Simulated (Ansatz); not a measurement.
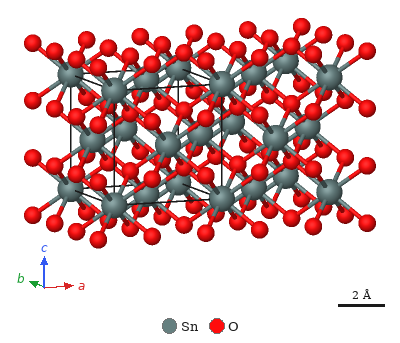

This is the input geometry for a relaxation of crystalline SnO2 (built on the cubic fluorite host type). The picture is a ball-and-stick view of the conventional cell (4 times the calculation's cell), repeated 2 × 1 × 1 with one cell outlined, seen slightly off an axis. Lengths and directions refer to the drawn axes.

All numbers below come from DFT, r2SCAN, plane waves, PAW in Ansatz 0.2.0.

Input file:
```yaml
crystal:
  lattice:
    - [0.0, 2.5721722194, 2.5721722194]
    - [2.5721722194, 0.0, 2.5721722194]
    - [2.5721722194, 2.5721722194, 0.0]
  atoms:
    - { symbol: Sn, position: [0.0, 0.0, 0.0] }
    - { symbol: O, position: [0.75, 0.75, 0.75] }
    - { symbol: O, position: [0.25, 0.25, 0.25] }
kpoints:
  mp_grid: { grid: [8, 8, 8] }
hamiltonian:
  xc: r2scan
scf:
  occupations: { method: fermi_dirac, width: 0.02 }
relax:
  f_tol: 0.005
  cell: {}
```

Command:
```bash
ansatz run input.yaml --threads 2 --pin off --max-ram 29491MiB --backend cpu --events-out ev --progress --plain --runs-dir out
```

What does the optimiser find from here?

After 3 accepted moves (4 points after the start) the energy has fallen by 45.7 meV per cell of the calculation. All forces vanish by symmetry, so only the cell relaxes. The pressure goes from −9.26 to 0.02 GPa. At 1 point the geometry stayed and the basis and grid were re-selected for the new cell (energy shift of 0.9 meV per cell of the calculation at most each time). The atoms keep their places relative to the cell (all moves are under 0.005 Å). Cell: a = b = c 5.144 → 5.067 Å (−1.5 %). Volume −4.4 %. Near-neighbour distances that change, for instance: Sn1–O2 2.228 → 2.194 Å. The space group stays Fm-3m (No. 225). Cost: 6.2 s on 2 threads of AMD EPYC 7R13 Processor (Zen 3), with other jobs on the host, peak memory 0.42 GiB.

History of the run:

```
step  E − E(0), meV/atom  pressure, GPa  volume, Å³/atom                      note
   0                0.00          -9.26           11.345                          
   1              -15.43           0.84           10.801                          
   2              -15.50          -0.08           10.844                          
   3              -15.51           0.00           10.841                          
   4              -15.22           0.02           10.841  same geometry, new basis
```

The structure at the end:

```xyz
3
Lattice="0.0000 2.5335 2.5335 2.5335 0.0000 2.5335 2.5335 2.5335 0.0000" Properties=species:S:1:pos:R:3 pbc="T T T"
Sn    5.0669    5.0669    5.0669
O     3.8002    3.8002    3.8002
O     1.2667    1.2667    1.2667
```

After the run, drawn alike:

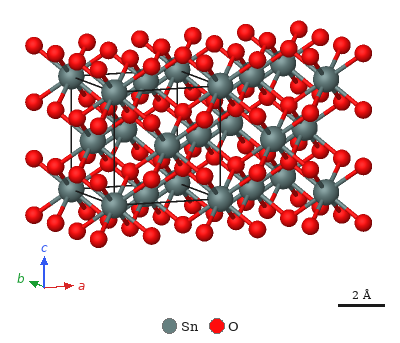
